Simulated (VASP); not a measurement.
TiO2, space group P1 (No. 1), a = 2.968 Å, b = 4.708 Å, c = 7.241 Å, α = 88.08°, β = 78.18°, γ = 90.00°

```json
{"site": "Ti1", "Wyckoff": "1a", "x": "0.0034", "y": "0.0004", "z": "0.0007"}
{"site": "Ti2", "Wyckoff": "1a", "x": "0.3446", "y": "0.4803", "z": "0.3170"}
{"site": "Ti3", "Wyckoff": "1a", "x": "0.6617", "y": "0.5205", "z": "0.6845"}
{"site": "O1", "Wyckoff": "1a", "x": "0.4400", "y": "0.1854", "z": "0.1285"}
{"site": "O2", "Wyckoff": "1a", "x": "0.7779", "y": "0.2977", "z": "0.4519"}
{"site": "O3", "Wyckoff": "1a", "x": "0.1012", "y": "0.3090", "z": "0.8062"}
{"site": "O4", "Wyckoff": "1a", "x": "0.9065", "y": "0.6918", "z": "0.1952"}
{"site": "O5", "Wyckoff": "1a", "x": "0.2294", "y": "0.7030", "z": "0.5495"}
{"site": "O6", "Wyckoff": "1a", "x": "0.5680", "y": "0.8153", "z": "0.8728"}
```

Source: a cell listed in the Materials Project, as set up for an electronic-structure calculation.

Q: Describe the coordination of Ti3 (1a).

A: TiO6: a slightly distorted octahedron (coordination number 6, S = 0.91; next best trigonal prism, S = 13.5). Bonds: 2 × Ti–O 1.95 Å, 1 × Ti–O 1.96 Å, 2 × Ti–O 1.97 Å and 1 × Ti–O 1.98 Å. The next neighbour, not counted, lies at 2.97 Å.

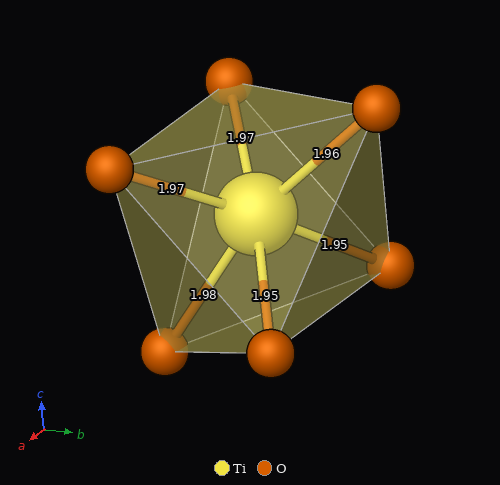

The polyhedron about Ti3 (1a). Shape measures S are computed against regular polyhedra or, for capped shapes, the nearer of the equal-edge and equal-bond forms.
